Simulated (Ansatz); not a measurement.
# Pt$_{6}$H: single-point calculation (part 2 of 2)

The same run, continued: Pt$_{6}$H (slab, 14 atoms in the cell); DFT PBE, scalar-relativistic, plane waves, PAW, PAW set soft_1, no spin polarisation (Ansatz 0.2.0); cutoff 420 eV, 6×6×1 k-mesh, Gaussian smearing of 0.1 eV. The structure derives from an entry of the Crystallography Open Database.

Output, continued
```
  k-point 1: bands = ["-95.3649", "-95.2775", "-95.2677", "-95.2440", "-95.1549", "-95.1455", "-94.8893", "-94.8592", "-94.8291", "-94.8213", "-94.8111", "-94.8014", "-49.6343", "-49.6115", "-49.5946", "-49.5756", "-49.5062", "-49.4619", "-49.4464", "-49.4155", "-49.4120", "-49.3882", "-49.3704", "-49.3691", "-49.3536", "-49.3313", "-49.3119", "-49.2956", "-49.2462", "-49.2394", "-49.2205", "-49.1504", "-49.1151", "-49.0707", "-49.0508", "-49.0324", "-49.0314", "-49.0232", "-49.0206", "-48.9729", "-48.9699", "-48.9506", "-48.8034", "-48.7745", "-48.7347", "-48.7222", "-48.7180", "-48.7035", "-7.0389", "-5.3663", "-3.6636", "-3.3124", "-3.1463", "-2.9896", "-2.9770", "-2.8464", "-2.7761", "-2.7462", "-2.4177", "-2.3630", "-2.3576", "-2.2060", "-2.1417", "-2.1079", "-0.9525", "-0.9085", "-0.7404", "-0.5513", "-0.4916", "-0.4753", "-0.4445", "-0.3816", "-0.2660", "-0.1008", "-0.0211", "0.0551", "0.1086", "0.1122", "0.2249", "0.2569", "0.3886", "0.5570", "0.5863", "0.7448", "1.3200", "1.3650", "1.4543", "1.5159", "1.5881", "1.6600", "1.7102", "1.7455", "2.0118", "2.2646", "2.3767", "2.3838", "2.5374", "2.5967", "2.6217", "2.7230", "2.7386", "2.7995", "2.8849", "2.9733", "3.0031", "3.0043", "3.0488", "3.0692", "3.2405", "3.3060", "3.3299", "3.3733", "3.6455", "3.9836", "4.7631", "4.7926", "5.2471", "5.5106", "5.9552", "6.7456", "6.9227", "7.3857", "7.9197", "8.3297", "8.4550", "8.7990", "8.9797", "9.0663", "9.1444", "9.2996", "10.0405"]
  k-point 2: bands = ["-95.3646", "-95.2772", "-95.2677", "-95.2446", "-95.1548", "-95.1455", "-94.8889", "-94.8587", "-94.8301", "-94.8213", "-94.8112", "-94.8014", "-49.6114", "-49.5893", "-49.5621", "-49.5381", "-49.5000", "-49.4466", "-49.4335", "-49.4243", "-49.4212", "-49.4006", "-49.3787", "-49.3588", "-49.3556", "-49.3511", "-49.3303", "-49.3080", "-49.2282", "-49.2031", "-49.1803", "-49.1709", "-49.1099", "-49.0823", "-49.0690", "-49.0557", "-49.0506", "-49.0438", "-49.0245", "-49.0159", "-48.9764", "-48.9621", "-48.8014", "-48.7734", "-48.7368", "-48.7221", "-48.7181", "-48.7034", "-6.9315", "-4.7763", "-3.3474", "-3.0855", "-2.7548", "-2.6140", "-2.5313", "-2.5155", "-2.3818", "-2.3630", "-2.2332", "-2.0719", "-2.0550", "-1.8467", "-1.6249", "-1.5459", "-0.9610", "-0.9473", "-0.8738", "-0.7887", "-0.6937", "-0.5121", "-0.4691", "-0.4080", "-0.3655", "-0.2127", "-0.2076", "-0.0487", "0.1226", "0.2101", "0.3136", "0.3424", "0.4101", "0.4337", "0.4590", "0.6294", "0.7978", "0.8970", "0.9239", "1.0825", "1.0850", "1.1845", "1.2365", "1.3060", "1.4024", "1.4588", "1.6190", "1.6261", "1.9479", "2.0475", "2.0504", "2.1821", "2.2897", "2.3158", "2.3575", "2.4901", "2.5771", "2.6520", "2.7626", "2.9118", "2.9934", "3.1025", "3.1300", "3.2655", "3.3004", "4.2898", "5.0423", "5.1603", "5.5762", "5.7260", "5.9496", "6.9575", "7.5288", "7.9503", "8.3951", "8.8564", "9.2298", "9.3427", "9.3717", "9.6831", "9.9167", "10.0380", "10.4795"]
  k-point 12: bands = ["-95.3645", "-95.2730", "-95.2723", "-95.2443", "-95.1503", "-95.1501", "-94.8882", "-94.8598", "-94.8259", "-94.8250", "-94.8080", "-94.8046", "-49.5787", "-49.5596", "-49.5475", "-49.5177", "-49.4729", "-49.4572", "-49.4453", "-49.4333", "-49.4171", "-49.4124", "-49.4026", "-49.3860", "-49.3675", "-49.3608", "-49.3445", "-49.3226", "-49.2050", "-49.1776", "-49.1514", "-49.1214", "-49.1041", "-49.0952", "-49.0795", "-49.0684", "-49.0647", "-49.0398", "-49.0373", "-49.0262", "-49.0079", "-48.9833", "-48.7991", "-48.7759", "-48.7299", "-48.7280", "-48.7132", "-48.7082", "-6.7884", "-4.2672", "-3.4745", "-2.7846", "-2.6796", "-2.4741", "-2.2844", "-2.2331", "-2.0863", "-2.0683", "-2.0110", "-1.8524", "-1.6458", "-1.6023", "-1.4024", "-1.3328", "-1.1918", "-1.0611", "-0.9943", "-0.9620", "-0.8719", "-0.7177", "-0.6506", "-0.5427", "-0.4714", "-0.2408", "-0.1848", "-0.0274", "-0.0079", "0.0288", "0.0616", "0.1336", "0.1828", "0.2703", "0.3865", "0.4703", "0.5516", "0.6446", "0.6838", "0.7555", "0.8540", "1.0020", "1.2459", "1.2726", "1.3844", "1.4313", "1.4691", "1.5855", "1.6547", "1.7428", "1.9056", "2.0267", "2.1586", "2.3013", "2.3831", "2.4890", "2.5869", "2.6464", "2.7375", "2.8078", "2.8822", "2.9565", "3.0598", "3.1120", "3.4186", "3.7933", "4.1740", "4.6055", "5.4736", "6.2541", "6.6451", "7.3168", "7.8241", "8.1627", "8.6420", "8.9179", "9.1696", "9.5012", "9.8430", "9.8769", "9.9913", "10.2236", "10.6417"]
```

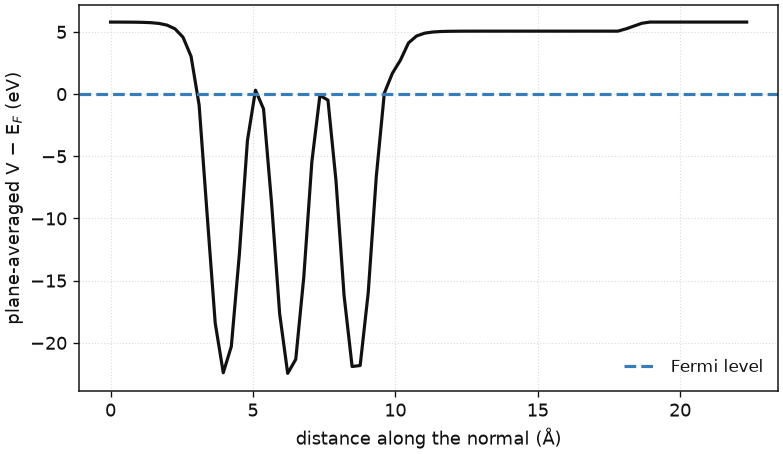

Fig. 1: Plane average of the electrostatic potential energy of an electron across the cell, from the Fermi level. The vacuum level lies 5.05 eV above the Fermi level on the upper side and 5.78 eV on the lower.

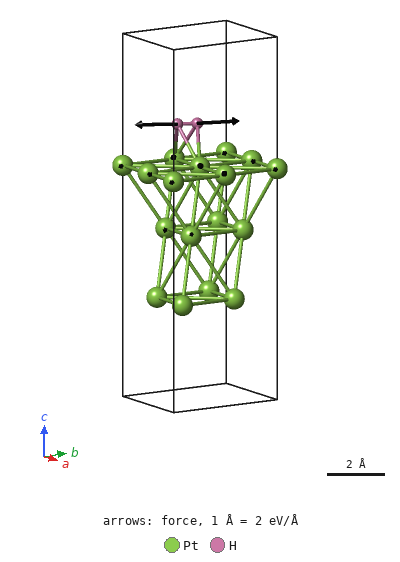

Fig. 2: Forces on the atoms as black arrows (ball-and-stick view of the cell of the calculation, with the vacuum cut short, seen slightly off an axis); the smallest are left out. The largest act on H13 (3.24 eV/Å); H14 (3.22 eV/Å). Atoms are counted from 1 in the order of the input and aren't labelled in the picture. The geometry is not a stationary point of this energy.

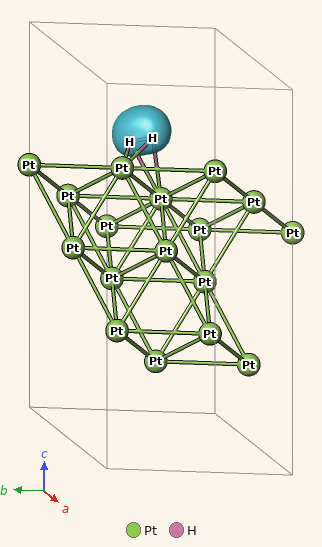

Fig. 3: Isosurface of the electron localisation function at 0.75 (cyan), seen at an oblique angle. Core shells and regions of very low density are left out. Sticks mark near contacts. Profiles from the grid: H–H (0.75 Å): the ELF is about 1 at the midpoint; a covalent bond by its length. Pt–H (2.02 Å): the ELF climbs to about 1 towards the hydrogen, as it does in any bond to H. Core electrons are frozen (PAW), so the fields are smoothed inside the atomic spheres.

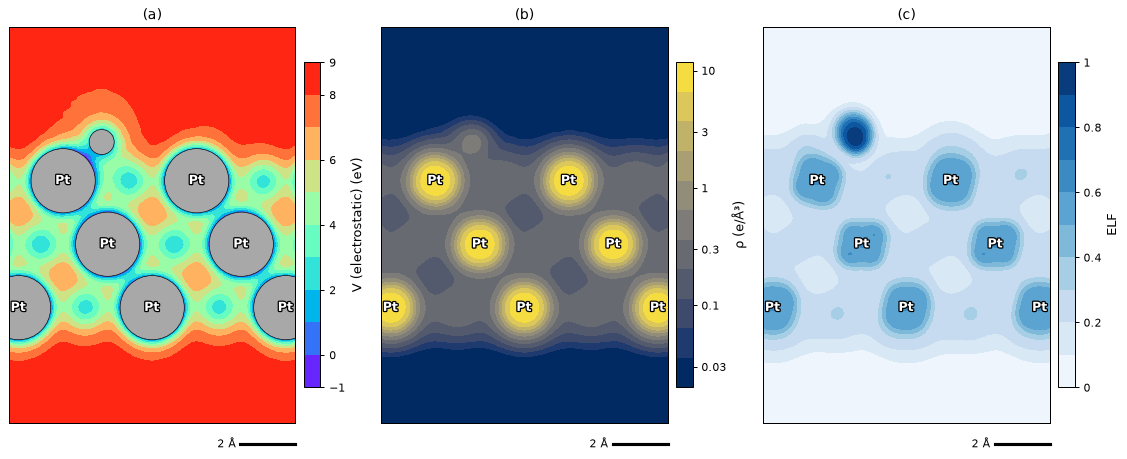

Fig. 4: (a) electrostatic potential (local pseudopotential plus Hartree) felt by an electron; (b) valence pseudo-density; (c) ELF on the (110) plane of the calculation cell, a cut from vacuum to vacuum. Grey discs, where drawn, cover atomic cores. Atoms in the plane: Pt. Pt–Pt (2.82 Å): the density is about 0.35 e/Å³ at the midpoint; the ELF is about 0.25 at the midpoint (no localised pair between them). The density dies away to nearly zero in the vacuum. The strong features right at Pt lie inside the PAW spheres (semicore, d or f shells) and say nothing about bonding.

The run was set up as follows.

Input file
```yaml
crystal:
  lattice:
    - [5.6143281343, 0.0, 0.0]
    - [-2.8071640672, 4.8621507895, 0.0]
    - [0.0, 0.0, 22.6192653717]
  atoms:
    - { symbol: Pt, position: [0.3333333333, 0.1666666667, 0.1768404028] }
    - { symbol: Pt, position: [0.3333333333, 0.6666666667, 0.1768404028] }
    - { symbol: Pt, position: [0.8333333333, 0.1666666667, 0.1768404028] }
    - { symbol: Pt, position: [0.8333333333, 0.6666666667, 0.1768404028] }
    - { symbol: Pt, position: [0.1666666667, 0.3333333333, 0.2789526245] }
    - { symbol: Pt, position: [0.1666666667, 0.8333333333, 0.2789526245] }
    - { symbol: Pt, position: [0.6666666667, 0.3333333333, 0.2789526245] }
    - { symbol: Pt, position: [0.6666666667, 0.8333333333, 0.2789526245] }
    - { symbol: Pt, position: [0.0, 0.0, 0.3810585901] }
    - { symbol: Pt, position: [0.0, 0.5, 0.3810585901] }
    - { symbol: Pt, position: [0.5, 0.0, 0.3810585901] }
    - { symbol: Pt, position: [0.5, 0.5, 0.3810585901] }
    - { symbol: H, position: [0.2114368192, 0.4228736384, 0.4433948321] }
    - { symbol: H, position: [0.2885631808, 0.5771263616, 0.4433948321] }
basis:
  ecutwfc: 420
kpoints:
  mp_grid: { grid: [6, 6, 1] }
hamiltonian:
  xc: pbe
  pseudopotentials: { kind: paw, azcp: { folder: soft_1 } }
scf:
  occupations: { method: gaussian, width: 0.1 }
output:
  forces: true
  eigenvalues: true
  write_density: true
  write_potential: true
  elf: true
  volumetric_format: npy
efield:
  axis: 3
  dipole_correction: true
  ramp_width: 0.04
```

Run as:
```bash
ansatz run input.yaml --threads 4 --pin off --max-ram 12288MiB --backend cpu --events-out ev --progress --plain --runs-dir out
```

Summary

- outcome: converged
- electrons treated: 218
- free energy: −150322.5934 eV
- work function, top face: 5.05 eV
- work function, bottom face: 5.78 eV
- Fermi energy: 3.049 eV
- gap on the k-point mesh: none (metallic)
- work function (upper face): 5.05 eV
- largest force (length of the vector): 3.235 eV/Å
- hardware: 4 threads of Arm Neoverse N1, 98 GiB of memory available, shared host
- wall time: 81 s (CPU time 5.1 min)
- peak memory: 2 GiB

Notes

Warnings of the run: the exchange-correlation potential is rough where the density is thin. Spin–orbit coupling is left out, which matters for Pt.
